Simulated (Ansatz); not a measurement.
Input file:

```
crystal:
  lattice:
    - [3.248839122, 0.0, 0.0]
    - [-1.624419561, 2.8135772124, 0.0]
    - [0.0, 0.0, 6.3542790981]
  atoms:
    - { symbol: Mo, position: [0.0, 0.0, 0.5] }
    - { symbol: S, position: [0.6666666667, 0.3333333333, 0.74468068] }
    - { symbol: S, position: [0.3333333333, 0.6666666667, 0.25531932] }
hamiltonian:
  xc: rpbe
  pseudopotentials: { kind: paw }
  dispersion: d3bj
kpoints:
  mp_grid: { grid: [9, 9, 4] }
scf:
  occupations: { method: fermi_dirac, width: 0.05 }
output:
  forces: true
  stress: true
  eigenvalues: true
  write_density: true
  write_potential: true
  elf: true
  volumetric_format: npy
```

Command:

```sh
ansatz run input.yaml --threads 2 --pin off --max-ram 5120MiB --backend cpu --events-out ev --progress --plain --runs-dir out
```

Below, planes, directions and counts refer to the conventional cell (a = 3.25 Å, b = 3.25 Å, c = 6.35 Å, α = 90.00°, β = 90.00°, γ = 120.00°).

Space group P-3m1; a structure from a database of computed crystals, not necessarily the ambient phase; not relaxed (largest force 0.5 eV/Å); computed pressure about −16 GPa in this cell.

Theory: Kohn-Sham DFT of a periodic cell, RPBE with D3(BJ), Ansatz PAW (Ansatz).

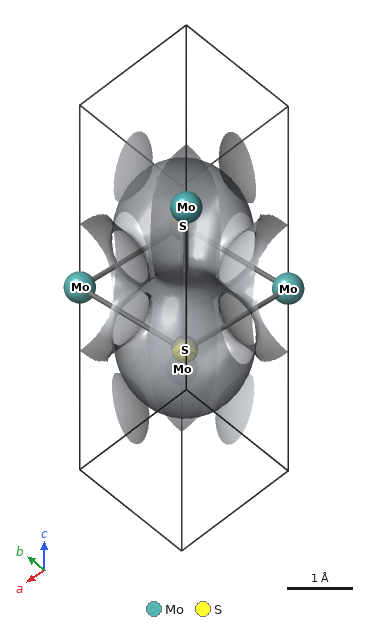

MoS2. Isosurface of the valence charge density (pseudo) at 0.4 e/Å³ (grey), seen at an oblique angle. Sticks mark near contacts.

In a PAW calculation such maps are meaningful between the atoms, not at the nuclei.

Q: Which contacts does the surface bridge?

A: At this value the density is joined into sheets; it holds about 75 % of the electrons treated as valence (semicore included). It bridges the shortest Mo–S (2.44 Å) contacts, where the density stays above the isovalue. On the grid the lowest density along these lines, outside the cores, is 0.54 e/Å³ (Mo–S, 2.44 Å).

Q: Does the calculation give a band gap?

A: It is gapless in this calculation (a metal or semimetal); semilocal functionals without U, or without the true magnetic order, often close the gap of such compounds.
